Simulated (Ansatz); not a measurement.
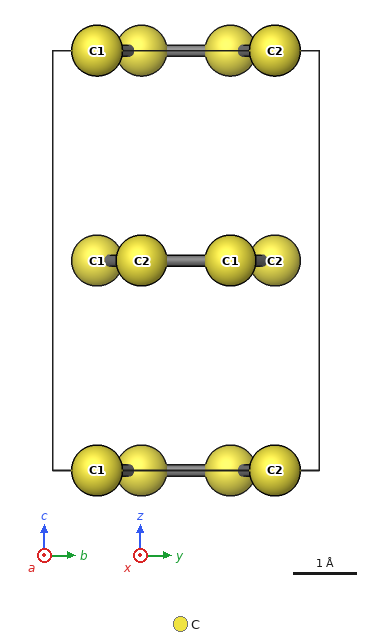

A crystal of C (Fmmm): the ratio of the cell's length along z to its lengths across, counted as 1 for the reference, is changed at fixed volume (a c/a path), with the atoms kept at their fractional coordinates. x, y and z are the Cartesian axes of the input. The picture shows the reference cell. A ball-and-stick model of the conventional cell (4 times the calculation's cell), repeated 1 × 1 × 1 with one cell outlined, seen along the a axis. Lengths and directions refer to the drawn axes.

All numbers below come from Ansatz, DFT LDA, scalar-relativistic, plane waves, PAW. (plane-wave cutoff 420 eV; k-point mesh 14 × 14 × 14; occupations gaussian; smearing width 0.05 eV; no spin polarisation). Energies (free energies at the smearing named) are counted from the cell as listed in its source, which wasn't relaxed.

Input
```yaml
crystal:
  lattice:
    - [0.0, 2.127, 3.348]
    - [1.228, 0.0, 3.348]
    - [1.228, 2.127, 0.0]
  atoms:
    - { symbol: C, position: [0.16667, 0.83333, 0.16667] }
    - { symbol: C, position: [0.83333, 0.16667, 0.83333] }
basis:
  ecutwfc: 420
kpoints:
  mp_grid: { grid: [14, 14, 14] }
hamiltonian:
  xc: lda
scf:
  occupations: { method: gaussian, width: 0.05 }
output:
  forces: true
  stress: true
  eigenvalues: true
```

Run as
```bash
ansatz run input.yaml --threads 1 --pin off --max-ram 2560MiB --backend cpu --events-out ev --progress --plain --runs-dir out
```

### Predict the energy profile (the relative ratio: 0.80, 0.85, 0.92, 0.96, 1.00, 1.05, 1.10, 1.20, 1.30).

| axial ratio over its reference value | energy change (meV/atom) |
| --- | --- |
| 0.80 | 425 |
| 0.85 | 239 |
| 0.92 | 73 |
| 0.96 | 22 |
| 1.00 | 0 |
| 1.05 | 9 |
| 1.10 | 55 |
| 1.20 | 247 |
| 1.30 | 557 |

Of the computed points the lowest is at the relative ratio 1.00, 0 meV/atom. The end points stand at 425 meV/atom (0.80) and 557 meV/atom (1.30). The unrelaxed reference is under a pressure of −3.8 GPa. The distortion keeps the space group Fmmm. At the relative ratio 1.30 the cell of the drawing goes a 2.456 → 2.250 Å, b 4.254 → 3.898 Å, c 6.696 → 7.976 Å. The band gap on the mesh, 0.33 eV in the reference, closes at 0.80, 0.85, 0.92.

As a plot:

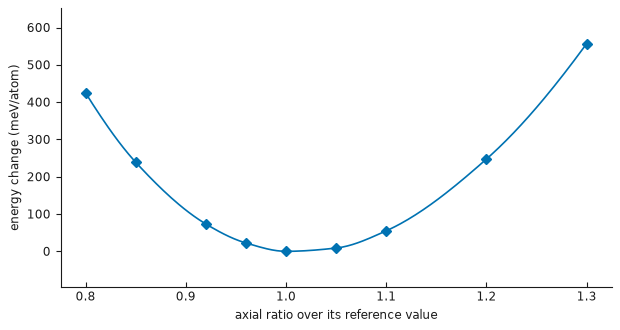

Limits of the set-up: layers or molecules are held without a dispersion correction, so their spacing is unreliable.
